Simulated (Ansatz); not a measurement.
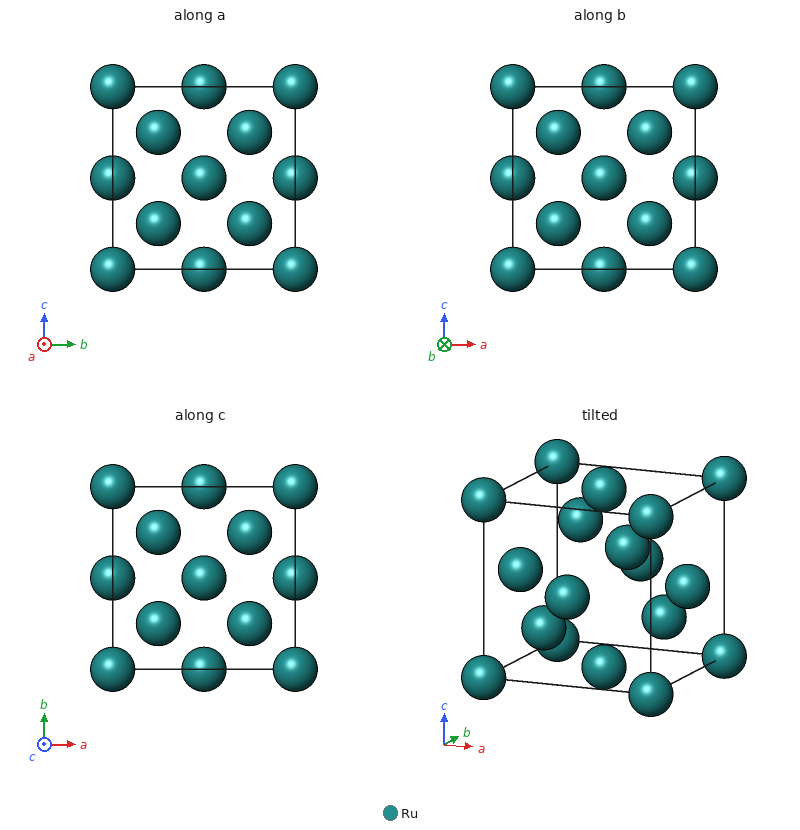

This spheres-only model is shown along the a axis, along the b axis, along the c axis and slightly off an axis. The edges of the conventional unit cell are marked.

Lattice parameters: a = 5.4134 Å, b = 5.4134 Å, c = 5.4134 Å, α = 90.000°, β = 90.000°, γ = 90.000°.

Transcribe the picture into a CIF in P1 with every atom of the cell.

```cif
data_structure
_symmetry_space_group_name_H-M 'P 1'
_symmetry_Int_Tables_number 1
_cell_length_a 5.4134
_cell_length_b 5.4134
_cell_length_c 5.4134
_cell_angle_alpha 90.000
_cell_angle_beta 90.000
_cell_angle_gamma 90.000
_cell_volume 158.64
loop_
_atom_site_label
_atom_site_type_symbol
_atom_site_fract_x
_atom_site_fract_y
_atom_site_fract_z
_atom_site_occupancy
Ru1 Ru 0.0000 0.0000 0.0000 1
Ru2 Ru 0.2500 0.7500 0.7500 1
Ru3 Ru 0.0000 0.5000 0.5000 1
Ru4 Ru 0.2500 0.2500 0.2500 1
Ru5 Ru 0.5000 0.0000 0.5000 1
Ru6 Ru 0.7500 0.7500 0.2500 1
Ru7 Ru 0.5000 0.5000 0.0000 1
Ru8 Ru 0.7500 0.2500 0.7500 1
```

It goes back to a structure type filled with this element by a generator (whether the element takes this form wasn't checked). The geometry was optimised with Ansatz, DFT r2SCAN, scalar-relativistic, plane waves, PAW.
